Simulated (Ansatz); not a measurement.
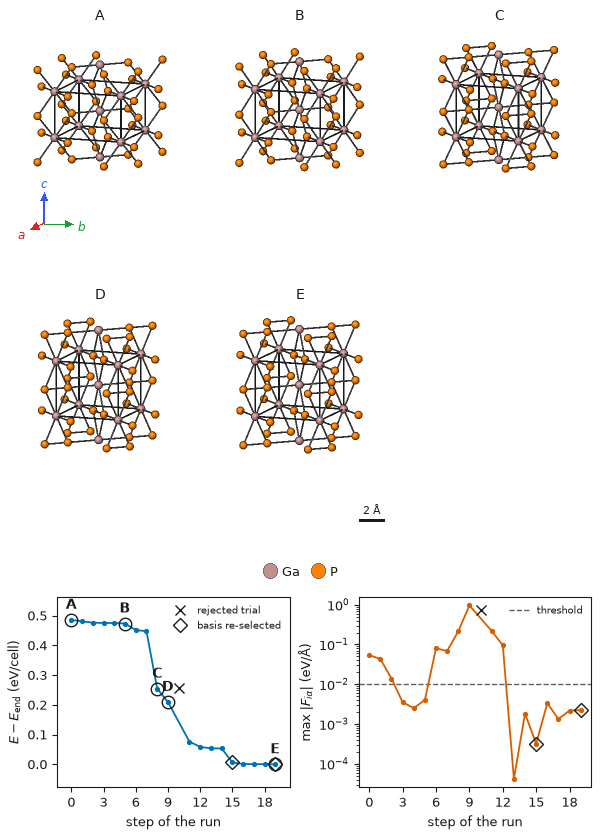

Frames of a relaxation of crystalline GaP2 (built on the rutile_136 type), marked on the history of the run. Style: ball-and-stick. Shown: the cell of the calculation, slightly off an axis.

Case: rutile type (P4_2/mnm, No. 136).

Level of theory: DFT PBE, scalar-relativistic, plane waves, PAW in Ansatz 0.2.0. (plane-wave cutoff 420 eV; k-point mesh 8 × 8 × 10; occupations gaussian; smearing width 0.1 eV; no spin polarisation; cell and atoms relaxed; force threshold 0.01 eV/Å; at most 80 steps)

What happens along the run?

The largest moves relative to the cell, 0.42 Å, are those of P atoms. Ga stays in place. The drawn cell changes as follows: a = b 5.687 → 5.534 Å (−2.7 %), c 3.772 → 4.556 Å (+20.8 %); the volume changes by +14.4 %. Among the contacts that change: P–P 3.043 → 2.121 Å, Ga–P 2.499 → 2.853 Å, Ga–P 2.423 → 2.513 Å. New bonds form: P–P (3.04 → 2.12 Å). Bond angles that change, for instance: P–Ga–P 102.2° → 130.1°, Ga–P–Ga 102.2° → 130.1°, Ga–P–Ga 128.9° → 115.0°. The space group stays P4_2/mnm (No. 136). After 16 accepted moves (19 points after the start) the energy has fallen by 0.486 eV per cell of the calculation. Largest force component: 0.054 eV/Å at the start, 0.0022 eV/Å at the end. Pressure: 0.14 GPa at the start and 0.00 GPa at the end. The line search rejected the trial step at point 10 of the run. At 2 points the geometry stayed and the basis and grid were re-selected for the new cell (energy shift of 47.3 meV per cell of the calculation at most each time). Cost: 7.9 min on 1 thread of Arm Neoverse V1, with other jobs on the host, peak memory 0.56 GiB. From step 0 to 5: P atoms move most (0.09 Å), volume +0.2 %, energy −12.4 meV per cell of the calculation. From step 5 to 8: P atoms move most (0.22 Å), volume +0.5 %, energy −0.219 eV per cell of the calculation. From step 8 to 9: P atoms move most (0.10 Å), volume +2.9 %, energy −44.8 meV per cell of the calculation. From step 9 to 19: volume +10.4 %, energy −0.209 eV per cell of the calculation.

```
step  E − E(0), meV/atom  largest force component, eV/Å  pressure, GPa  volume, Å³/atom                      note
   0                0.00                         0.0542           0.14           20.328                          
   1               -0.82                         0.0431           0.03           20.365                          
   2               -1.61                         0.0139           0.02           20.383                          
   3               -1.72                         0.0035          -0.01           20.401                          
   4               -1.78                         0.0025           0.01           20.391                          
   5               -2.06                         0.0040          -0.04           20.365                          
   6               -5.68                         0.0802           0.00           20.217                          
   7               -6.36                         0.0687           0.05           20.245                          
   8              -38.59                         0.2136           1.77           20.467                          
   9              -46.06                         0.9603           4.47           21.067                          
  10              -37.95                         0.7399          -4.43           23.887                  rejected
  11              -68.25                         0.2200           0.29           21.926                          
  12              -71.19                         0.0956          -0.68           22.783                          
  13              -72.02                         0.0000          -0.05           22.650                          
  14              -72.04                         0.0018          -0.01           22.636                          
  15              -79.92                         0.0003           0.46           22.636  same geometry, new basis
  16              -80.77                         0.0033           0.15           22.923                          
  17              -80.87                         0.0013           0.04           23.137                          
  18              -80.87                         0.0022          -0.01           23.258                          
  19              -80.98                         0.0022           0.00           23.258  same geometry, new basis
```
